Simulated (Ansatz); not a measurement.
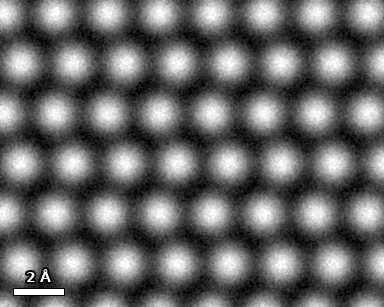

iDPC-like image of Ni (P6_3/mmc, No. 194). Simulated as the projected potential of neutral atoms (B = 0.3 Å²) blurred by a 1.12 Å probe, the thin-sample limit of integrated differential phase contrast. The display is stretched by a gamma of 0.8; percentages refer to the linear signal. Shot noise was added. Model: the geometry relaxed at fixed volume with DFT r2SCAN, scalar-relativistic, plane waves, PAW (Ansatz 0.2.0); the starting structure was generated, so it need not be a known form of this composition.

```cif
data_structure
_symmetry_space_group_name_H-M 'P6_3/mmc'
_symmetry_Int_Tables_number 194
_cell_length_a 2.4458
_cell_length_b 2.4458
_cell_length_c 4.0771
_cell_angle_alpha 90.000
_cell_angle_beta 90.000
_cell_angle_gamma 120.000
_cell_volume 21.12
loop_
_atom_site_label
_atom_site_type_symbol
_atom_site_symmetry_multiplicity
_atom_site_Wyckoff_symbol
_atom_site_fract_x
_atom_site_fract_y
_atom_site_fract_z
_atom_site_occupancy
Ni1 Ni 2 d 0.33333 0.66667 0.75000 1
```

### Which beam direction gives this image, [102], [001], [100] or [311]? (Directions equivalent by symmetry count as one.)

[100]. The projected cells are 1.17 × 2.12 Å, 90° for [102]; 2.45 × 2.45 Å, 120° for [001]; 2.12 × 4.08 Å, 90° for [100]; 1.47 × 1.88 Å, 91° for [311], and the image repeats as the [100] one does.
